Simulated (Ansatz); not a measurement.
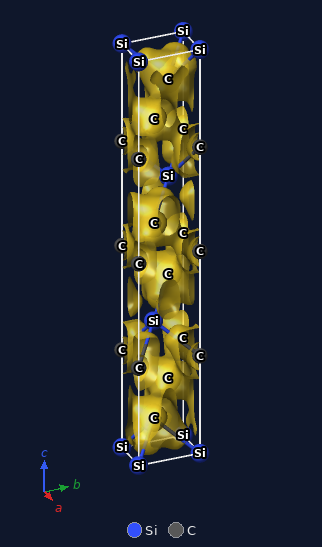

Figure. SiC3. Isosurface of the electron localisation function at 0.6 (yellow), seen slightly off an axis. Only the valence region is drawn (cores and ρ < 0.01 e/Å³ removed). Sticks mark near contacts.

Space group R-3m; a structure generated by program, which may or may not match a known phase.

All numbers below come from DFT PBE, scalar-relativistic, plane waves, PAW in Ansatz.

> What do the ELF domains correspond to?

The surface consists of sheets that run through the cell in two directions, counted in one cell of 12 atoms. Regions shared between cells count once. Profiles from the grid: Si–C (2.01 Å): the ELF peaks at about 0.85 between the atoms.

> Metal or insulator at this level of theory?

It is metallic or semimetallic at this level of theory: no gap opens.
